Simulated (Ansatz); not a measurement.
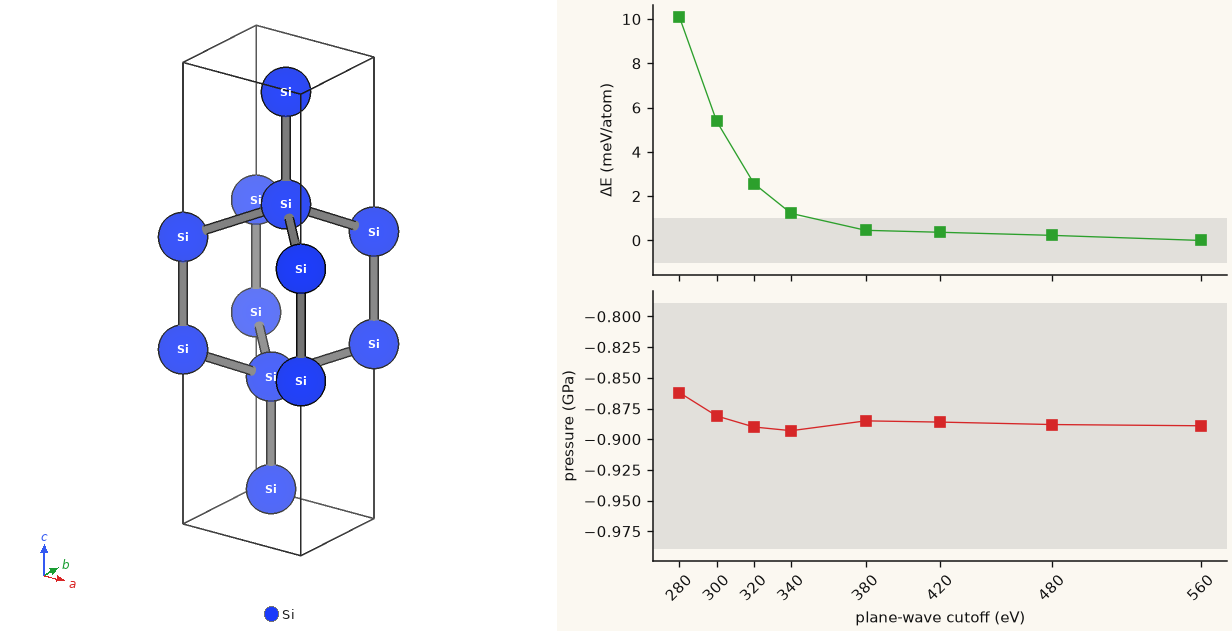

Beside the plot: the structure in its conventional cell.

One cell, run at 8 values of the plane-wave cutoff (density cutoff scaled with it).
- system: Si (R-3m, 2 atoms in the cell)
- method: Ansatz, HSE06, plane waves, PAW datasets; 4×4×4 k-mesh, Fermi–Dirac smearing of 0.05 eV
ΔE is the free energy less its value at the largest setting, 560 eV.
Dashed lines or grey bands mark the tolerance: 1 meV/atom and 0.1 GPa.
The pressure holds the program's Pulay correction for the finite basis; without it, low cutoffs would be much further off.
The atoms sit off their equilibrium sites.

From which setting is the free energy converged to 1 meV/atom?

The free energy is within 1 meV/atom of the largest setting's value from 380 eV on. It is off by +10 meV/atom at 280 eV, +2.6 meV/atom at 320 eV and +1.2 meV/atom at 340 eV. The smaller bases give higher energies, which fall towards the limit as the basis grows.

How does the pressure behave (tolerance 0.1 GPa)?

The pressure is within 0.1 GPa of the largest setting's value at every setting shown, 280 eV included. The largest deviation is 0.03 GPa.
